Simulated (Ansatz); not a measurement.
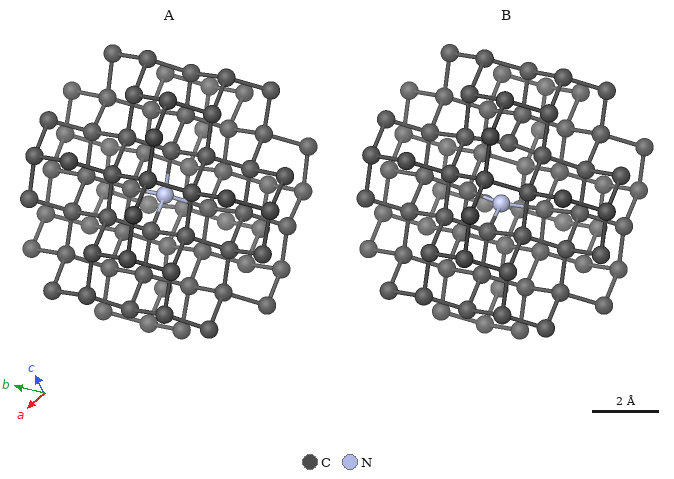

Two geometries of a defect cell of composition C127N (cell charge −1), drawn at one scale. One is the start of a relaxation, the other its converged end. Style: ball-and-stick. Shown: the atoms within 5.0 Å of the atom that moves most (axes of the cell of the calculation (origin shifted)), from a free direction.

Method: DFT, PBEsol, PAW, plane waves in Ansatz. Settings: plane-wave cutoff 420 eV; k-point mesh 1 × 1 × 1; mesh shifted by (0.25, 0.25, 0.25); no spin polarisation; atoms relaxed in a fixed cell; force threshold 0.03 eV/Å; at most 80 steps.

**Which geometry has the lower energy?**

Structure B is the relaxed one. Over 8 geometry steps the energy falls by 5.054 eV per cell of the calculation. Largest force component: 2.8 eV/Å at the start, 0.018 eV/Å at the end. The largest move is that of the N atom, 0.32 Å roughly along [3 −1 −1]. Largest moves by element: N 0.32 Å, C 0.29 Å. The lattice vectors keep their values. Near-neighbour distances that change, for instance: C–N 1.541 → 2.142 Å, C–C 1.556 → 1.451 Å, C–N 1.540 → 1.438 Å, C–N 1.512 → 1.438 Å. Bonds break, among them: C–N (1.54 → 2.14 Å). Bond angles that change, for instance: C–C–C 110.9° → 102.1°, C–C–N 110.9° → 102.1°, C–N–C 108.8° → 117.2°.

Limits of the set-up: the cell is charged, on a uniform background, and energies carry no finite-size correction.
